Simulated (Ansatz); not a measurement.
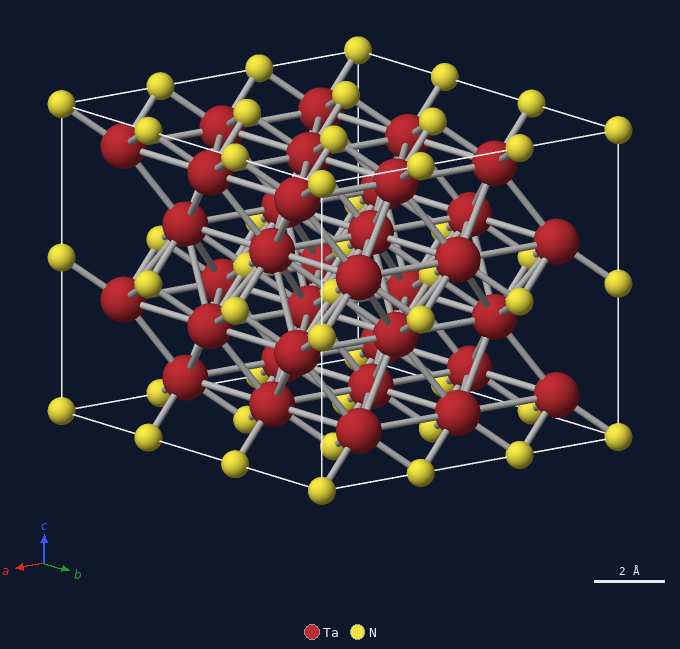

The structure as given in the input (ball-and-stick view of the cell of the calculation, seen at an oblique angle). An atom can appear more than once, as a periodic image. Near neighbours in the periodic cell (some may lie outside the picture): Ta has 3 N at 2.18 Å and 12 Ta at 2.99 to 3.11 Å; N has 6 Ta at 2.18 Å.

## Run report: Ta₂N, single-point calculation (part 1 of 2)

- system: Ta₂N (54 atoms in the cell)
- method: DFT PBE, scalar-relativistic, plane waves, PAW, no spin polarisation (Ansatz 0.2.0)

The structure derives from a Materials Project entry.

Input file
```yaml
crystal:
  lattice:
    - [9.338585, 0.0, 0.0]
    - [-4.669292, 8.087451, 0.0]
    - [0.0, 0.0, 9.739682]
  atoms:
    - { symbol: Ta, position: [0.222222, 0.111111, 0.372644] }
    - { symbol: Ta, position: [0.222222, 0.111111, 0.872644] }
    - { symbol: Ta, position: [0.222222, 0.444444, 0.372644] }
    - { symbol: Ta, position: [0.222222, 0.444444, 0.872644] }
    - { symbol: Ta, position: [0.222222, 0.777778, 0.372644] }
    - { symbol: Ta, position: [0.222222, 0.777778, 0.872644] }
    - { symbol: Ta, position: [0.555556, 0.111111, 0.372644] }
    - { symbol: Ta, position: [0.555556, 0.111111, 0.872644] }
    - { symbol: Ta, position: [0.555556, 0.444444, 0.372644] }
    - { symbol: Ta, position: [0.555556, 0.444444, 0.872644] }
    - { symbol: Ta, position: [0.555556, 0.777778, 0.372644] }
    - { symbol: Ta, position: [0.555556, 0.777778, 0.872644] }
    - { symbol: Ta, position: [0.888889, 0.111111, 0.372644] }
    - { symbol: Ta, position: [0.888889, 0.111111, 0.872644] }
    - { symbol: Ta, position: [0.888889, 0.444444, 0.372644] }
    - { symbol: Ta, position: [0.888889, 0.444444, 0.872644] }
    - { symbol: Ta, position: [0.888889, 0.777778, 0.372644] }
    - { symbol: Ta, position: [0.888889, 0.777778, 0.872644] }
    - { symbol: Ta, position: [0.111111, 0.222222, 0.127356] }
    - { symbol: Ta, position: [0.111111, 0.222222, 0.627356] }
    - { symbol: Ta, position: [0.111111, 0.555556, 0.127356] }
    - { symbol: Ta, position: [0.111111, 0.555556, 0.627356] }
    - { symbol: Ta, position: [0.111111, 0.888889, 0.127356] }
    - { symbol: Ta, position: [0.111111, 0.888889, 0.627356] }
    - { symbol: Ta, position: [0.444444, 0.222222, 0.127356] }
    - { symbol: Ta, position: [0.444444, 0.222222, 0.627356] }
    - { symbol: Ta, position: [0.444444, 0.555556, 0.127356] }
    - { symbol: Ta, position: [0.444444, 0.555556, 0.627356] }
    - { symbol: Ta, position: [0.444444, 0.888889, 0.127356] }
    - { symbol: Ta, position: [0.444444, 0.888889, 0.627356] }
    - { symbol: Ta, position: [0.777778, 0.222222, 0.127356] }
    - { symbol: Ta, position: [0.777778, 0.222222, 0.627356] }
    - { symbol: Ta, position: [0.777778, 0.555556, 0.127356] }
    - { symbol: Ta, position: [0.777778, 0.555556, 0.627356] }
    - { symbol: Ta, position: [0.777778, 0.888889, 0.127356] }
    - { symbol: Ta, position: [0.777778, 0.888889, 0.627356] }
    - { symbol: "N", position: [0.0, 0.0, 0.0] }
    - { symbol: "N", position: [0.0, 0.0, 0.5] }
    - { symbol: "N", position: [0.0, 0.333333, 0.0] }
    - { symbol: "N", position: [0.0, 0.333333, 0.5] }
    - { symbol: "N", position: [0.0, 0.666667, 0.0] }
    - { symbol: "N", position: [0.0, 0.666667, 0.5] }
    - { symbol: "N", position: [0.333333, 0.0, 0.0] }
    - { symbol: "N", position: [0.333333, 0.0, 0.5] }
    - { symbol: "N", position: [0.333333, 0.333333, 0.0] }
    - { symbol: "N", position: [0.333333, 0.333333, 0.5] }
    - { symbol: "N", position: [0.333333, 0.666667, 0.0] }
    - { symbol: "N", position: [0.333333, 0.666667, 0.5] }
    - { symbol: "N", position: [0.666667, 0.0, 0.0] }
    - { symbol: "N", position: [0.666667, 0.0, 0.5] }
    - { symbol: "N", position: [0.666667, 0.333333, 0.0] }
    - { symbol: "N", position: [0.666667, 0.333333, 0.5] }
    - { symbol: "N", position: [0.666667, 0.666667, 0.0] }
    - { symbol: "N", position: [0.666667, 0.666667, 0.5] }
basis:
  ecutwfc: 420
  fft_grid_basis: typed
kpoints:
  mp_grid: { grid: [3, 3, 1] }
hamiltonian:
  xc: pbe
  pseudopotentials: { kind: paw }
scf:
  occupations: { method: gaussian, width: 0.05 }
output:
  forces: true
  stress: false
  eigenvalues: true
  bader: false
  write_density: true
  volumetric_format: npy
```

Launched with:
```bash
ansatz run input.yaml --threads 8 --pin off --max-ram 16384MiB --backend cpu --events-out ev --progress --plain --runs-dir out
```

The program's output
```
Warning: the atoms were moved onto the symmetric positions of the space group found under crystal.symmetry.tolerance 1.0e-5 (fractional; no operation is sought that the atoms, as they stand in a round, miss by more than twice it, and no atom is moved by as much as it), and the run uses the moved positions. Before a round's move an operation carried an atom to 1.25e-5 Å from where it should land, the largest such distance. Atom 8 (counting from 0) moved farthest, by 7.19e-6 Å; the longest move in fractions of the cell, of whichever atom, is 0.06 of the tolerance, in 1 round. To run the atoms as typed, lower crystal.symmetry.tolerance until the operations that they miss are no longer found, or set crystal.symmetry.detect: false (a key that needs symmetry detection or time reversal refuses this as the deck is read). The positions used, in the order of the run's atom list: position: [0.2222222222222222, 0.11111111111111112, 0.372644]; position: [0.2222222222222222, 0.11111111111111112, 0.872644]; position: [0.2222222222222222, 0.4444444444444444, 0.372644]; position: [0.2222222222222222, 0.4444444444444444, 0.872644]; position: [0.2222222222222222, 0.7777777777777778, 0.372644]; position: [0.2222222222222222, 0.7777777777777778, 0.872644]; position: [0.5555555555555556, 0.11111111111111112, 0.372644]; position: [0.5555555555555556, 0.11111111111111112, 0.872644]; position: [0.5555555555555556, 0.4444444444444444, 0.372644]; position: [0.5555555555555556, 0.4444444444444444, 0.872644]; position: [0.5555555555555556, 0.7777777777777778, 0.372644]; position: [0.5555555555555556, 0.7777777777777778, 0.872644]; position: [0.888888888888889, 0.11111111111111112, 0.372644]; position: [0.888888888888889, 0.11111111111111112, 0.872644]; position: [0.888888888888889, 0.4444444444444444, 0.372644]; position: [0.888888888888889, 0.4444444444444444, 0.872644]; position: [0.888888888888889, 0.7777777777777778, 0.372644]; position: [0.888888888888889, 0.7777777777777778, 0.872644]; position: [0.11111111111111112, 0.2222222222222222, 0.127356]; position: [0.11111111111111112, 0.2222222222222222, 0.627356]; position: [0.11111111111111112, 0.5555555555555556, 0.127356]; position: [0.11111111111111112, 0.5555555555555556, 0.627356]; position: [0.11111111111111112, 0.888888888888889, 0.127356]; position: [0.11111111111111112, 0.888888888888889, 0.627356]; position: [0.4444444444444444, 0.2222222222222222, 0.127356]; position: [0.4444444444444444, 0.2222222222222222, 0.627356]; position: [0.4444444444444444, 0.5555555555555556, 0.127356]; position: [0.4444444444444444, 0.5555555555555556, 0.627356]; position: [0.4444444444444444, 0.888888888888889, 0.127356]; position: [0.4444444444444444, 0.888888888888889, 0.627356]; position: [0.7777777777777778, 0.2222222222222222, 0.127356]; position: [0.7777777777777778, 0.2222222222222222, 0.627356]; position: [0.7777777777777778, 0.5555555555555556, 0.127356]; position: [0.7777777777777778, 0.5555555555555556, 0.627356]; position: [0.7777777777777778, 0.888888888888889, 0.127356]; position: [0.7777777777777778, 0.888888888888889, 0.627356]; position: [0.0, 0.0, 0.0]; position: [0.0, 0.0, 0.5]; position: [0.0, 0.3333333333333333, 0.0]; position: [0.0, 0.3333333333333333, 0.5]; position: [0.0, 0.6666666666666666, 0.0]; position: [0.0, 0.6666666666666666, 0.5]; position: [0.3333333333333333, 0.0, 0.0]; position: [0.3333333333333333, 0.0, 0.5]; position: [0.3333333333333333, 0.3333333333333333, 0.0]; position: [0.3333333333333333, 0.3333333333333333, 0.5]; position: [0.3333333333333333, 0.6666666666666666, 0.0]; position: [0.3333333333333333, 0.6666666666666666, 0.5]; position: [0.6666666666666666, 0.0, 0.0]; position: [0.6666666666666666, 0.0, 0.5]; position: [0.6666666666666666, 0.3333333333333333, 0.0]; position: [0.6666666666666666, 0.3333333333333333, 0.5]; position: [0.6666666666666666, 0.6666666666666666, 0.0]; position: [0.6666666666666666, 0.6666666666666666, 0.5]; The lattice was moved too: crystal.lattice keeps the space group found at crystal.symmetry.tolerance 1.0e-5 only nearly: the operation that it misses by the most changes a squared length by the fraction 2.43e-7. The run uses the lattice that is a stretch of the typed one, with no rotation, onto the one that keeps every operation to a double's rounding (on a very oblique basis the stretch itself rounds by more); the deck's lattice vector that moved farthest moved by 5.67e-7 Å. To run the lattice as typed, set crystal.symmetry.tolerance under 1.19e-7, the least fraction by which an operation that the lattice misses changes a squared length (the same key also sets how far an atom may lie from its image, so lowering it can lose operations that the atoms keep only within it), or set crystal.symmetry.detect: false, as for the atoms. crystal.lattice made exact, in Å and degrees: [[9.338584511907925, -2.886751346623009e-7, 0.0], [-4.669292005953963, 8.087451567037734, 0.0], [0.0, 0.0, 9.739682]]. Pasted over the deck's crystal.lattice, beside positions in fractional coordinates, it runs the same cell (given as lengths and angles, that cell in the form's own orientation, a rigid turn of the misfit's size from the one run here, for which a checkpoint.post_process_only pass over this run's state can be refused: where this run relaxes nothing, give such a pass this deck's own crystal.lattice, as typed; behind a relaxation, as crystal.lattice, the state's own cell, identity.cell in its checkpoint.json), and a matrix so pasted ends this notice, except on a very skew basis of the lattice, where the rounding of the pasted numbers themselves can read as a misfit: the cell is then moved again, and that move is told again. The lattice as run is in this notice's lattice.as_run_ang field (Run.prep()["deck_notices"] in Python, the deck_notice line of an events file, deck_notices of ansatz run --dry-run=json, or deck_notices in record.json in the deck's checkpoint.write directory).
Engine: ansatz 0.2.0, aarch64-unknown-linux-gnu
Pseudopotentials: kind: paw
Pseudopotential: Ta, paw, valence charge 13, recommended cutoff 420 eV (normal), Ta.paw.azcp
Pseudopotential: N, paw, valence charge 5, recommended cutoff 420 eV (normal), N.paw.azcp
Functional definition: PBE
  parameter kappa = 0.804
  parameter beta = 0.06672455060314922
  exchange = pbe_x(kappa = kappa, mu = beta*pi^2/3)
  correlation = pbe_c(beta = beta)
Crystal: 54 atoms, lattice volume = 735.593 Å³
Basis set: ecut = 420 eV, 14385 PW (Γ), exchange–correlation on 128×128×144 points (8 copies of the dense FFT grid, shifted against one another)
Bands: 335, of which v1, the nominal top of the filled ones, is band 279 counted from 1 (278 counted from 0)
Symmetry: 216 space group operations
Space group: P-3m1 (ITA 164), of the structure as read, at distance tolerance 9.0e-5 Å
k-points: 3 of 9
Non-local potential: Ta, projectors of the file, l = 0: 3, l = 1: 2, l = 2: 2, l = 3: 1
Non-local potential: N, projectors of the file, l = 0: 2, l = 1: 2, l = 2: 1
PAW form: soft (Blöchl's): semilocal exchange-correlation on the pseudo side does not see the compensation charge
PAW one-centre angular grid: Ta, 590 points (default); XC on 64 Gauss nodes
PAW one-centre angular grid: N, 110 points (default); XC on 64 Gauss nodes
Initial density: superposition of atomic densities (neutral atoms: chi_scale 0, normalization atom), corrected by the library's trained network
Initial wavefunctions: pseudopotential atomic-orbital guess
Functional: x = pbe(κ = 0.804, μ = 0.2195149727645171), c = pbe(β = 0.06672455060314922)
SCF iter   1: F=—  HF=-364517.055461 eV  |F-HF|=—  |Δ(HF+E_count)|=         —  Δρ=5.29e-3  dr2=2.08e-1  ethr=1.77e-3  ⟨swp⟩=5.0  Hψ=3884  notcnv=0  defer=17
preconditioner: auto → Kerker (q_TF=auto, 2.605 Å⁻¹)  [metal: Δε(μ)=0.009 eV  Ē_g=7.718 eV  σ=0.050 eV  W_gap=0.10  n_scr=212 (ndim 8)  ℏωp=22.5 eV  f_vac=0.000  D(μ)=36.74/eV (n_scr^D=338)]
SCF iter   2: F=—  HF=-364517.030199 eV  |F-HF|=—  |Δ(HF+E_count)|=   2.53e-2  Δρ=3.15e-3  dr2=7.98e-2  ethr=3.73e-5  ⟨swp⟩=2.0  Hψ=1214  notcnv=0  defer=35
SCF iter   3: F=—  HF=-364517.021448 eV  |F-HF|=—  |Δ(HF+E_count)|=   8.75e-3  Δρ=5.17e-4  dr2=3.00e-3  ethr=1.43e-5  ⟨swp⟩=2.0  Hψ=1213  notcnv=0  defer=35
SCF iter   4: F=—  HF=-364517.020844 eV  |F-HF|=—  |Δ(HF+E_count)|=   6.05e-4  Δρ=9.15e-5  dr2=5.36e-5  ethr=5.38e-7  ⟨swp⟩=2.0  Hψ=1269  notcnv=0  defer=35
SCF iter   5: F=—  HF=-364517.021978 eV  |F-HF|=—  |Δ(HF+E_count)|=   1.13e-3  Δρ=2.28e-5  dr2=3.43e-6  ethr=9.60e-9  ⟨swp⟩=2.0  Hψ=1214  notcnv=0  defer=35
SCF iter   6: F=—  HF=-364517.021978 eV  |F-HF|=—  |Δ(HF+E_count)|=   2.27e-7  Δρ=5.68e-6  dr2=2.16e-7  ethr=6.14e-10  ⟨swp⟩=2.0  Hψ=1344  notcnv=0  defer=35
SCF iter   7: F=-364517.021978 eV  HF=-364517.021978 eV  |F-HF|=2.33e-9  |Δ(HF+E_count)|=   2.01e-8  Δρ=9.21e-7  dr2=6.46e-9  ethr=1.79e-11  ⟨swp⟩=11.0  Hψ=4224  notcnv=0
SCF 1 converged in 7 iterations: F = -364517.021978 eV  dr2 = 6.46e-9
  greatest PAW one-centre occupation: 0.999 electrons in one spin orbital (limit 2), on the Ta atom at site 35 (counted from 0), in its partial waves of l = 0
```

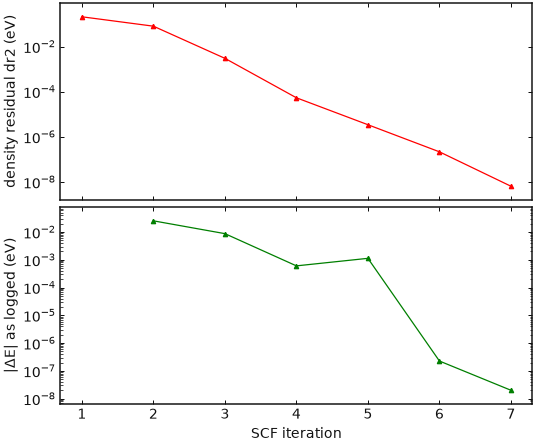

Convergence of the self-consistent field: density residual dr2 and size of the energy change against the SCF iteration. The residual falls at every step.

```
SCF converged after 7 iterations
Free energy (F): -364517.021978 eV
Harris-Foulkes:  -364517.021978 eV  (|F-HF|=2.33e-9)
Internal energy: -364516.976545 eV  (E = F + TS)
E sigma→0 (E₀):  -364516.999262 eV
Entropy (-TS):   -0.045433 eV (-0.841 meV/atom)
Fermi energy:    19.531838 eV
--- Per-component energies (eV) ---
  E_band       = -3252.570505
  E_kinetic    = 15547.947862
  E_local      = -22483.309309  (includes V_loc(G=0)·N_el)
  E_nonlocal   = 1320.682407
  E_hartree    = 7760.713610
  E_xc         = -8963.597632
  E_vxc        = -8745.030959  (∫ρ·V_xc dr)
  E_paw        = -304568.881907  (= ΣΔE_a)
  E_vpaw       = -4414.292238  (= ΣTr[D̂ρ^β])
  E_aug_tail   = 0.007269  (compensation charges beyond the density's cutoff)
  E_ewald      = -53130.538845
  E_smearing   = -0.045433  (= −TS)
  E_closure    = -0.000000  (closes the sum)
  Σ components = -364517.021978   (vs F -364517.021978, Δ=0.00e0)
```
